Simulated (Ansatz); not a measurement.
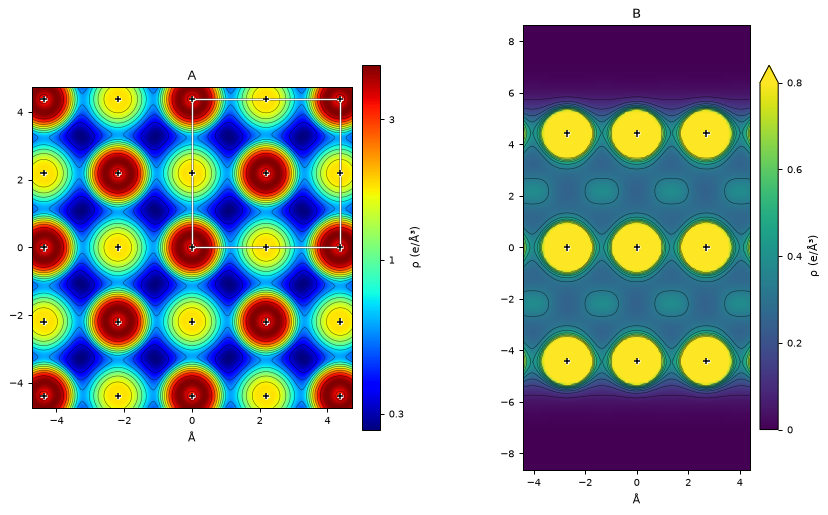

The valence pseudo-density of 2 systems, each on a plane through atoms (crosses mark nuclei in the plane).

These are results of DFT PBEsol, scalar-relativistic, plane waves, PAW (Ansatz), not measurements.

System 1: Mo (slab), the (010) plane of the calculation cell, a cut from vacuum to vacuum. Not relaxed (largest force 0.7 eV/Å); computed without spin polarisation.

```cif
data_structure
_symmetry_space_group_name_H-M 'P 1'
_symmetry_Int_Tables_number 1
_cell_length_a 2.7101
_cell_length_b 2.7101
_cell_length_c 23.8510
_cell_angle_alpha 90.000
_cell_angle_beta 90.000
_cell_angle_gamma 109.471
_cell_volume 165.15
loop_
_atom_site_label
_atom_site_type_symbol
_atom_site_fract_x
_atom_site_fract_y
_atom_site_fract_z
_atom_site_occupancy
Mo1 Mo 0.50000 0.50000 0.31445 1
Mo2 Mo 0.00000 0.00000 0.40723 1
Mo3 Mo 0.50000 0.50000 0.50000 1
Mo4 Mo 0.00000 0.00000 0.59277 1
Mo5 Mo 0.50000 0.50000 0.68555 1
```

System 2: TaC, the (010) plane of the conventional cell. Space group Fm-3m; a structure from a database of computed crystals, not necessarily the ambient phase; computed pressure about 15 GPa in this cell; computed without spin polarisation.

```yaml
crystal:
  lattice:
    - [4.38077, 0.00000, 0.00000]
    - [0.00000, 4.38077, 0.00000]
    - [0.00000, 0.00000, 4.38077]
  atoms:
    - { symbol: Ta, position: [0.00000, 0.00000, 0.00000] }
    - { symbol: Ta, position: [0.50000, 0.50000, 0.00000] }
    - { symbol: Ta, position: [0.50000, 0.00000, 0.50000] }
    - { symbol: Ta, position: [0.00000, 0.50000, 0.50000] }
    - { symbol: C, position: [0.50000, 0.00000, 0.00000] }
    - { symbol: C, position: [0.00000, 0.50000, 0.00000] }
    - { symbol: C, position: [0.00000, 0.00000, 0.50000] }
    - { symbol: C, position: [0.50000, 0.50000, 0.50000] }
```

**Which map belongs to which system?**

Panel A is system 2, TaC: the plane holds Ta and C. Ta–C (2.19 Å): ρ at the midpoint is about 0.61 e/Å³. Panel B is system 1, Mo: the plane holds Mo. Mo–Mo (2.71 Å): ρ is about 0.39 e/Å³ halfway.
